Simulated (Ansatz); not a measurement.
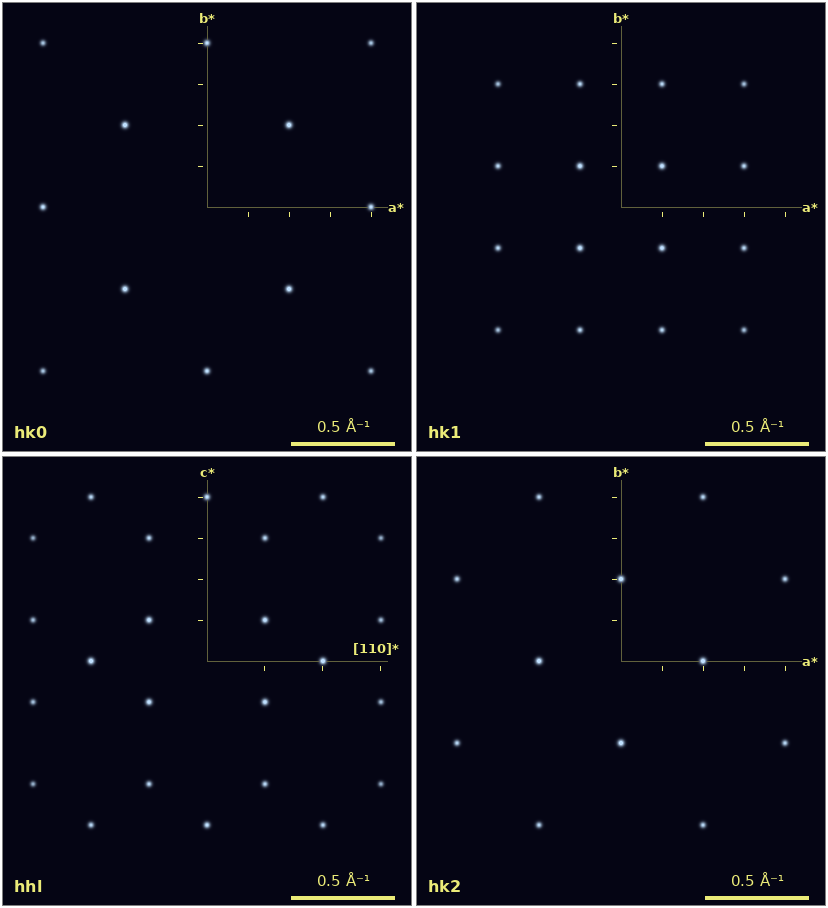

Four undistorted layers of reciprocal space, calculated for a single crystal (X-rays, kinematic |F|², B = 0.5 Å²). Tick marks count the reciprocal lattice steps of the conventional cell along each axis.

Q: Read the reciprocal cell and give the direct cell.

A: a* = 0.201, b* = 0.201, c* = 0.201 Å⁻¹; the cell is cubic with a = 4.98 Å.

Q: Which reflection conditions do the layers show?

A: Reflections are present only under these conditions. hkl: h + k = 2n, h + l = 2n; hk0: h = 2n, h + k = 4n; hhl: h + l = 2n; h00: h = 4n. The lattice is face-centred (F). Further gaps, such as 2 2 2, 4 4 2, come from atoms on special positions, not from the group's general conditions.

Q: Which space groups fit?

A: The intensities have Laue symmetry m-3m (the hk0 layer shows 4mm, hk1 shows 4mm). With these conditions only Fd-3m (No. 227) fits. The compound is Mn. Structure: the input geometry of an electronic-structure calculation (not necessarily at equilibrium); the starting structure was generated, so it need not be a known form of this composition.
